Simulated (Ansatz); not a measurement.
# Run report: Ga₄AsP₃, band-structure calculation (part 2 of 2)

Continued. System: Ga₄AsP₃ (P-43m, 8 atoms in the cell). Method: DFT, PBE0, plane waves, PAW, no spin polarisation (Ansatz 0.2.0); cutoff 420 eV, 4×4×4 k-mesh, fixed occupations. The structure was built on a prototype by a generator; it need not be a known phase. The geometry comes from this level: r2SCAN.

Geometry of the input (Å; fractional positions):
```
5.5040  0.0000  0.0000
0.0000  5.5040  0.0000
0.0000  0.0000  5.5040
P  0.5000  0.0000  0.0000
Ga 0.2458  0.7542  0.7542
P  0.0000  0.5000  0.0000
Ga 0.7542  0.2458  0.7542
P  0.0000  0.0000  0.5000
Ga 0.7542  0.7542  0.2458
As 0.5000  0.5000  0.5000
Ga 0.2458  0.2458  0.2458
```

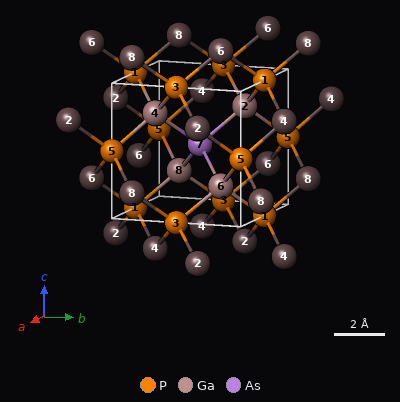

Fig. 1: The structure as given in the input (ball-and-stick view of the cell of the calculation, seen slightly off an axis; neighbours outside the cell are drawn fainter; atoms are numbered from 1 in the order of the input). An atom can appear more than once, as a periodic image.

Log, continued:
```
SCF iter   1: F=—  HF=-22264.026839 eV  |F-HF|=—  |Δ(HF+E_count)|=         —  Δρ=5.57e-5  dr2=4.92e-6  ethr=1.13e-6  ⟨swp⟩=3.3  Hψ=1097  notcnv=0
preconditioner: auto → none  [insulator: Δε(μ)=2.587 eV  Ē_g=16.777 eV  n_scr=32 (ndim 8)  ℏωp=24.4 eV  f_vac=0.020]
SCF iter   2: F=—  HF=-22264.026852 eV  |F-HF|=—  |Δ(HF+E_count)|=   1.25e-5  Δρ=4.39e-5  dr2=2.74e-6  ethr=4.45e-9  ⟨swp⟩=4.6  Hψ=1847  notcnv=0
SCF iter   3: F=—  HF=-22264.026851 eV  |F-HF|=—  |Δ(HF+E_count)|=   7.89e-7  Δρ=1.84e-5  dr2=4.12e-7  ethr=3.07e-9  ⟨swp⟩=3.0  Hψ=1077  notcnv=0
SCF iter   4: F=—  HF=-22264.026852 eV  |F-HF|=—  |Δ(HF+E_count)|=   6.85e-7  Δρ=5.68e-6  dr2=6.11e-8  ethr=3.85e-10  ⟨swp⟩=4.7  Hψ=1335  notcnv=0  defer=2
SCF iter   5: F=—  HF=-22264.026852 eV  |F-HF|=—  |Δ(HF+E_count)|=   1.70e-8  Δρ=9.83e-7  dr2=7.75e-9  ethr=6.27e-11  ⟨swp⟩=3.9  Hψ=1295  notcnv=0
SCF iter   6: F=-22264.026852 eV  HF=-22264.026852 eV  |F-HF|=1.75e-10  |Δ(HF+E_count)|=   3.03e-8  Δρ=8.84e-7  dr2=1.20e-9  ethr=3.92e-12  ⟨swp⟩=5.5  Hψ=1833  notcnv=0  defer=4
SCF 3 converged in 6 iterations: F = -22264.026852 eV  dr2 = 1.20e-9
  Residual-converged pass: ⟨swp⟩=2.4  Hψ=875  notcnv=0  max |occ|·‖R‖ = 8.5e-7 eV (tolerance 8.9e-7 eV)  dr2=1.20e-9  dr2_onsite=2.50e-10  max |Δocc| = 0.0e0
hybrid outer 2: dexx = +1.175e-5 eV, tail = 1.43e-7 eV, Δε = 3.71e-3 eV (about 1.24e-4 eV left of the loop's levels), ΔF = 2.45e-3 eV/Å (tail 1.05e-3)
Frozen-core exchange: fock
SCF iter   1: F=—  HF=-22264.026852 eV  |F-HF|=—  |Δ(HF+E_count)|=         —  Δρ=2.93e-6  dr2=7.47e-9  ethr=8.73e-10  ⟨swp⟩=4.9  Hψ=1131  notcnv=0
preconditioner: auto → none  [insulator: Δε(μ)=2.588 eV  Ē_g=16.777 eV  n_scr=32 (ndim 8)  ℏωp=24.4 eV  f_vac=0.021]
SCF iter   2: F=-22264.026852 eV  HF=-22264.026852 eV  |F-HF|=9.82e-11  |Δ(HF+E_count)|=  1.71e-10  Δρ=8.18e-7  dr2=1.34e-9  ethr=7.75e-12  ⟨swp⟩=4.0  Hψ=1728  notcnv=0
SCF 4 converged in 2 iterations: F = -22264.026852 eV  dr2 = 1.34e-9
  Residual-converged pass: ⟨swp⟩=2.0  Hψ=810  notcnv=0  max |occ|·‖R‖ = 1.5e-6 eV (tolerance 1.5e-6 eV)  dr2=1.34e-9  dr2_onsite=1.88e-10  max |Δocc| = 0.0e0
hybrid outer 3: dexx = +4.172e-9 eV, tail = 3.10e-9 eV, Δε = 8.61e-5 eV (about 2.03e-5 eV left of the loop's levels), ΔF = 3.01e-5 eV/Å (tail 5.19e-5)
the search or the solves at the SCF's close seem to have found levels that the self-consistency loop had missed (the run counts 1). By its estimate they hold under 1e-12 electrons; where the run keeps them, the occupations were computed again with them
NSCF: frozen V_eff on 4 k-points
hybrid SCF converged: 3 outer / 14 inner (+3 warm-up), last move |dexx| = 4.17e-9 eV, tail = 3.10e-9 eV
Stability not checked: this state was not tested for a lower state beside it, because the functional holds exact exchange (a hybrid, or Hartree-Fock), whose exchange loop this test does not read (fock_operator; see scf.lower_state_search)
Free energy (F): -22264.026852 eV
Frozen-core exchange: fock
Harris-Foulkes:  -22264.026852 eV  (|F-HF|=9.82e-11)
Internal energy: -22264.026852 eV  (E = F + TS)
E sigma→0 (E₀):  -22264.026852 eV
Fermi energy:    6.630386 eV
--- Per-component energies (eV) ---
  E_band       = -712.625122
  E_kinetic    = 773.537110
  E_local      = -10839.006771  (includes V_loc(G=0)·N_el)
  E_nonlocal   = 1136.807943
  E_hartree    = 5198.158451
  E_xc         = -415.830754
  E_vxc        = -381.225631  (∫ρ·V_xc dr)
  E_exx        = -312.042047  (= α·E_x^exact, valence–valence)
  E_paw        = -11324.224342  (= ΣΔE_a)
  E_vpaw       = -1174.968751  (= ΣTr[D̂ρ^β])
  E_aug_tail   = -0.000397  (compensation charges beyond the density's cutoff)
  E_ewald      = -6480.669109
  E_core_change = -0.756936  (= ΣΔE_core)
  E_smearing   = -0.000000  (= −TS)
  E_closure    = 0.000000  (closes the sum)
  Σ components = -22264.026852   (vs F -22264.026852, Δ=0.00e0)
--- Forces (eV/Å), atoms counted from 1 ---
  atom   1  P      0.00000000    -0.00000000    -0.00000000
  atom   2  Ga    -0.00397304     0.00397304     0.00397304
  atom   3  P      0.00000000     0.00000000    -0.00000000
  atom   4  Ga     0.00397304    -0.00397304     0.00397304
  atom   5  P      0.00000000    -0.00000000    -0.00000000
  atom   6  Ga     0.00397304     0.00397304    -0.00397304
  atom   7  As     0.00000000    -0.00000000     0.00000000
  atom   8  Ga    -0.00397304    -0.00397304    -0.00397304
  max |Σ_I F_I| component: 2.69e-17 eV/Å
--- Stress (GPa, compression-positive) ---
        0.416036      -0.000000       0.000000
        0.000000       0.416036      -0.000000
        0.000000      -0.000000       0.416036
  P = ⅓ Tr σ = 0.4160 GPa (4.160 kbar)
--- Band table (eV; the first three rows and the last of 10) ---
  k-point 0: bands = ["-31.6930", "-31.6930", "-31.6930", "-31.6811", "-31.6811", "-10.7611", "-10.7501", "-10.7501", "-10.6650", "-10.6650", "-10.6650", "-10.6128", "-10.6128", "-10.6128", "-10.6071", "-10.6071", "-10.6071", "-10.5975", "-10.5975", "-10.5975", "-10.5695", "-10.5695", "-10.5531", "-10.5531", "-10.5531", "-7.3130", "-4.3508", "-4.1562", "-4.1562", "-0.8367", "-0.8367", "-0.8367", "3.5719", "3.5719", "3.5719", "3.7045", "3.7045", "3.7045", "6.6304", "6.6304", "6.6304", "9.2185", "9.6235", "9.6235", "9.6776", "9.7641", "9.7641"]
  k-point 1: bands = ["-31.6930", "-31.6930", "-31.6930", "-31.6811", "-31.6811", "-10.7513", "-10.7428", "-10.7401", "-10.6802", "-10.6573", "-10.6573", "-10.6237", "-10.6193", "-10.6193", "-10.6164", "-10.6109", "-10.6109", "-10.5930", "-10.5907", "-10.5907", "-10.5726", "-10.5673", "-10.5571", "-10.5571", "-10.5555", "-7.0318", "-5.0446", "-4.2332", "-4.1161", "-0.7227", "-0.7227", "0.3233", "3.1074", "3.1074", "3.1833", "3.2462", "3.9302", "3.9302", "4.9462", "5.9292", "5.9292", "9.5137", "10.3572", "10.6804", "10.7677", "10.9765", "10.9765"]
  k-point 2: bands = ["-31.6930", "-31.6930", "-31.6930", "-31.6811", "-31.6810", "-10.7392", "-10.7343", "-10.7146", "-10.7112", "-10.6404", "-10.6404", "-10.6364", "-10.6362", "-10.6362", "-10.6270", "-10.6127", "-10.6127", "-10.5836", "-10.5827", "-10.5827", "-10.5806", "-10.5631", "-10.5631", "-10.5629", "-10.5600", "-6.2704", "-6.1737", "-4.1929", "-4.0747", "-0.5900", "-0.5900", "2.4677", "2.4791", "2.6440", "2.6440", "2.8528", "2.9754", "4.6145", "4.6145", "4.9125", "4.9125", "10.0401", "10.2076", "11.6669", "11.7808", "12.8083", "12.8327"]
  k-point 9: bands = ["-31.6930", "-31.6930", "-31.6930", "-31.6810", "-31.6810", "-10.7262", "-10.7178", "-10.7178", "-10.7178", "-10.6462", "-10.6462", "-10.6462", "-10.6438", "-10.6438", "-10.6384", "-10.6384", "-10.6384", "-10.5673", "-10.5673", "-10.5673", "-10.5644", "-10.5644", "-10.5644", "-10.5623", "-10.5623", "-5.3290", "-5.1041", "-5.1041", "-5.1041", "-0.8925", "-0.6644", "-0.6644", "-0.6644", "5.1508", "5.1508", "5.2635", "5.2635", "5.2635", "5.6346", "5.6346", "5.6346", "9.5405", "9.5563", "9.5563", "9.5563", "12.7317", "12.7317"]
```

File bands.tsv:
```
# k_distance	band_0	band_1	band_2	band_3	band_4	band_5	band_6	band_7	band_8	band_9	band_10	band_11	band_12	band_13	band_14	band_15	band_16	band_17	band_18	band_19	band_20	band_21	band_22	band_23	band_24	band_25	band_26	band_27	band_28	band_29	band_30	band_31	band_32	band_33	band_34	band_35	band_36	band_37	band_38	band_39	band_40	band_41	band_42	band_43	band_44	band_45	band_46
# fermi_ev = 6.630386
# lock_threshold_ev = 1e-6
# [0, 0, 0] at k_distance = 0.000000
# [0, 0.5, 0] at k_distance = 0.570779
# [0.5, 0.5, 0] at k_distance = 1.141558
# [0.5, 0.5, 0.5] at k_distance = 1.712337
# levels_relative_to = fermi_ev
# free_energy_ev = -22264.026852
# largest_residual_norms_ev = 2.869e-4 2.943e-4 2.941e-4 2.026e-4 2.145e-4 1.138e-3 9.879e-4 9.872e-4 1.171e-3 1.227e-3 1.227e-3 1.234e-3 1.236e-3 1.240e-3 1.281e-3 1.307e-3 1.298e-3 1.071e-3 1.071e-3 1.071e-3 1.287e-3 1.298e-3 1.445e-3 1.446e-3 1.444e-3 4.463e-4 3.039e-4 3.043e-4 3.042e-4 6.717e-4 6.900e-4 6.912e-4 6.943e-4 5.715e-4 8.894e-4 6.419e-4 5.601e-4 5.603e-4 7.001e-4 1.002e-3 9.969e-4 1.568e-3 1.469e-3 1.472e-3 1.475e-3 1.592e-3 9.944e-4
0.000000	-38.323389	-38.323389	-38.323389	-38.311459	-38.311459	-17.391445	-17.380489	-17.380489	-17.295396	-17.295396	-17.295396	-17.243165	-17.243165	-17.243165	-17.237459	-17.237459	-17.237459	-17.227895	-17.227895	-17.227895	-17.199921	-17.199921	-17.183454	-17.183454	-17.183454	-13.943348	-10.981138	-10.786635	-10.786635	-7.467122	-7.467122	-7.467122	-3.058465	-3.058465	-3.058465	-2.925919	-2.925919	-2.925919	0.000000	0.000000	0.000000	2.588096	2.993104	2.993104	3.047238	3.133695	3.133695
0.570779	-38.323400	-38.323400	-38.323376	-38.311467	-38.311426	-17.369617	-17.364716	-17.344996	-17.341618	-17.270782	-17.270782	-17.266813	-17.266578	-17.266578	-17.257359	-17.243049	-17.243049	-17.213982	-17.213126	-17.213126	-17.211030	-17.193486	-17.193486	-17.193268	-17.190399	-12.900817	-12.804122	-10.823271	-10.705063	-7.220401	-7.220401	-4.162693	-4.151295	-3.986376	-3.986376	-3.777563	-3.654973	-2.015868	-2.015868	-1.717904	-1.717904	3.409727	3.577217	5.036497	5.150450	6.177886	6.202279
1.141558	-38.323402	-38.323402	-38.323375	-38.311445	-38.311437	-17.352432	-17.346670	-17.346216	-17.346216	-17.274726	-17.271204	-17.271204	-17.269907	-17.269121	-17.263885	-17.263885	-17.261557	-17.202964	-17.202964	-17.201493	-17.200421	-17.199591	-17.199591	-17.197943	-17.197516	-12.128132	-11.930279	-11.912800	-11.912800	-6.090128	-6.084180	-5.967877	-5.967877	-3.881750	-3.747713	-3.747713	-3.623558	-1.571738	-1.432798	-1.186193	-1.186193	4.442753	4.442753	4.631718	4.751110	7.171098	7.201486
1.712337	-38.323385	-38.323385	-38.323385	-38.311419	-38.311419	-17.356564	-17.348189	-17.348189	-17.348189	-17.276608	-17.276608	-17.276608	-17.274218	-17.274218	-17.268752	-17.268752	-17.268752	-17.197691	-17.197691	-17.197691	-17.194778	-17.194778	-17.194778	-17.192722	-17.192722	-11.959383	-11.734447	-11.734447	-11.734447	-7.522913	-7.294743	-7.294743	-7.294743	-1.479562	-1.479562	-1.366883	-1.366883	-1.366883	-0.995792	-0.995792	-0.995792	2.910146	2.925886	2.925886	2.925886	6.101322	6.101322
```

File rho_z.tsv:
```
# z_ang	rho[e/angstrom^3]
# format = ansatz-planar-average/11
# lattice	5.504044787	0.000000000	0.000000000
# lattice	0.000000000	5.504044787	0.000000000
# lattice	0.000000000	0.000000000	5.504044787
# sites	8
# site	15	2.752022394	0.000000000	0.000000000
# site	31	1.352968686	4.151076101	4.151076101
# site	15	0.000000000	2.752022394	0.000000000
# site	31	4.151076101	1.352968686	4.151076101
# site	15	0.000000000	0.000000000	2.752022394
# site	31	4.151076101	4.151076101	1.352968686
# site	33	2.752022394	2.752022394	2.752022394
# site	31	1.352968686	1.352968686	1.352968686
0.000000	2.256071e-1
0.137601	2.283788e-1
0.275202	2.356575e-1
0.412803	2.444695e-1
0.550404	2.526151e-1
0.688006	2.653127e-1
0.825607	3.080675e-1
0.963208	4.431103e-1
1.100809	7.328056e-1
1.238410	1.084670e0
1.376011	1.208719e0
1.513612	9.742743e-1
1.651213	6.154690e-1
1.788815	3.780307e-1
1.926416	2.847001e-1
2.064017	2.694607e-1
2.201618	3.000640e-1
2.339219	3.812979e-1
2.476820	5.126596e-1
2.614421	6.487621e-1
2.752022	7.084126e-1
2.889624	6.487621e-1
3.027225	5.126596e-1
3.164826	3.812979e-1
3.302427	3.000640e-1
3.440028	2.694607e-1
3.577629	2.847001e-1
3.715230	3.780307e-1
3.852831	6.154690e-1
3.990432	9.742743e-1
4.128034	1.208719e0
4.265635	1.084670e0
4.403236	7.328056e-1
4.540837	4.431103e-1
4.678438	3.080675e-1
4.816039	2.653127e-1
4.953640	2.526151e-1
5.091241	2.444695e-1
5.228843	2.356575e-1
5.366444	2.283788e-1
```

Key numbers:

| quantity | value |
| --- | --- |
| outcome | converged |
| space group (tolerance 0.01 Å) | P-43m (215) |
| electrons treated | 82 |
| free energy | −22264.0269 eV |
| Fermi energy | 6.630 eV |
| gap on the k-point mesh | 2.59 eV |
| pressure | 0.42 GPa |
| largest force (length of the vector) | 0.007 eV/Å |
| hardware | 4 threads of Arm Neoverse V1, 24 GiB of memory available, shared host |
| wall time | 2 min (CPU time 7.5 min) |
| peak memory | 3.1 GiB |

Remarks:

Warnings of the run: the exchange loop's threshold is looser than advised for the stress; the SCF threshold is looser than advised for the printed stress.
